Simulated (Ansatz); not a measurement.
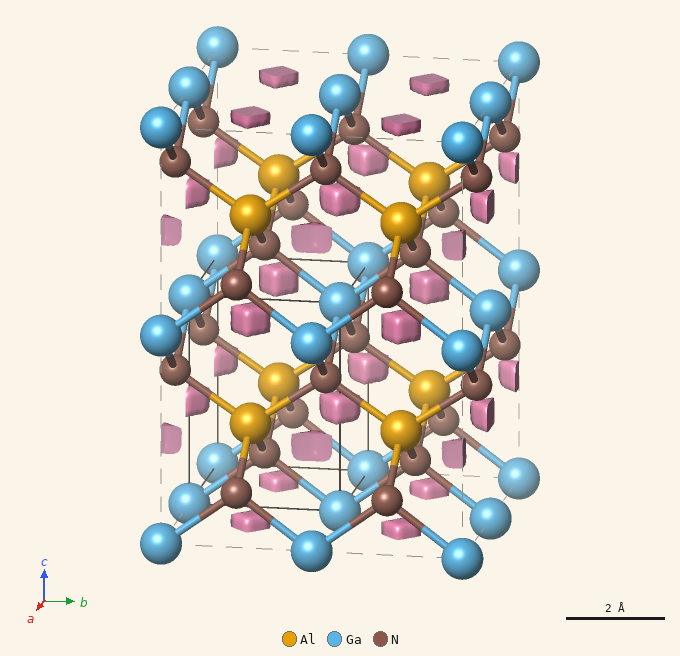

The pink surface encloses the points that the centre of a probe sphere of radius 0.70 Å can occupy in AlGaN2 (P-4m2, No. 115), computed on a grid of about 0.13 Å (2×2×2 cells shown, view slightly off an axis; pale faces close the region where the box cuts it).

The atoms' radii are covalent radii (Cordero): Al 1.21 Å, Ga 1.22 Å, N 0.71 Å.

Source of the atomic positions: the input geometry of an electronic-structure calculation (not necessarily at equilibrium).

```cif
data_structure
_symmetry_space_group_name_H-M 'P-4m2'
_symmetry_Int_Tables_number 115
_cell_length_a 3.1409
_cell_length_b 3.1409
_cell_length_c 4.4238
_cell_angle_alpha 90.000
_cell_angle_beta 90.000
_cell_angle_gamma 90.000
_cell_volume 43.64
loop_
_atom_site_label
_atom_site_type_symbol
_atom_site_symmetry_multiplicity
_atom_site_Wyckoff_symbol
_atom_site_fract_x
_atom_site_fract_y
_atom_site_fract_z
_atom_site_occupancy
Al1 Al 1 c 0.50000 0.50000 0.50000 1
Ga1 Ga 1 a 0.00000 0.00000 0.00000 1
N1 N 2 g 0.50000 0.00000 0.73826 1
```

Is the space open to the probe made of pockets or channels?

Answer. They are isolated pockets that do not connect across cells.

What share of the cell can the probe's centre reach?

Answer. About 1.2 % of the volume (0.54 Å³ of 43.6 Å³).

Give the largest included and the largest free sphere.

Answer. The largest sphere that fits anywhere has a diameter of 2.00 Å; the largest that can travel through the crystal, about 1.2 Å.

How does the connectivity change as the probe shrinks?

Answer. Below a radius of about 0.59 Å the space forms a three-dimensional network. These are grid estimates, good to about 0.05 Å.
